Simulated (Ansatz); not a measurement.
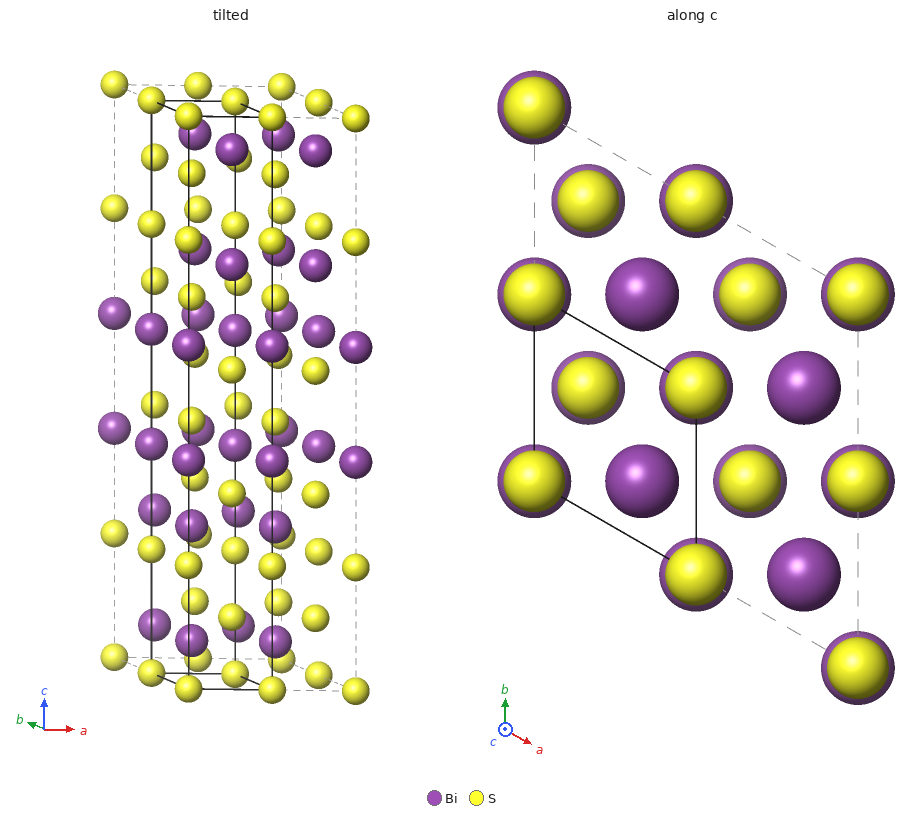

Spheres-only drawing of the structure, looking slightly off an axis and along the c axis. A block of 2×2×1 cells is shown, with one conventional unit cell in solid outline.

Bi2S3, space group R-3m (No. 166), a = 4.02 Å, b = 4.02 Å, c = 28.08 Å, α = 90.00°, β = 90.00°, γ = 120.00°.

Electronic-structure method: DFT, r2SCAN, plane waves, PAW (Ansatz 0.2.0). Parameters: an energy cutoff of 500 eV, k-points about 0.30 Å⁻¹ apart, no spin polarisation.

Question: Metal or not?

Answer: A semiconductor at this level, with a gap of 1.01 eV, direct.

Question: Give the high-frequency dielectric constant.

Answer: ε∞ averages 11.8.

The initial geometry was a structure type filled with these elements by a generator (whether the compound takes this form wasn't checked). Earlier steps of the study may have refined or changed the cell and positions. A calculation with Ansatz used it as input.
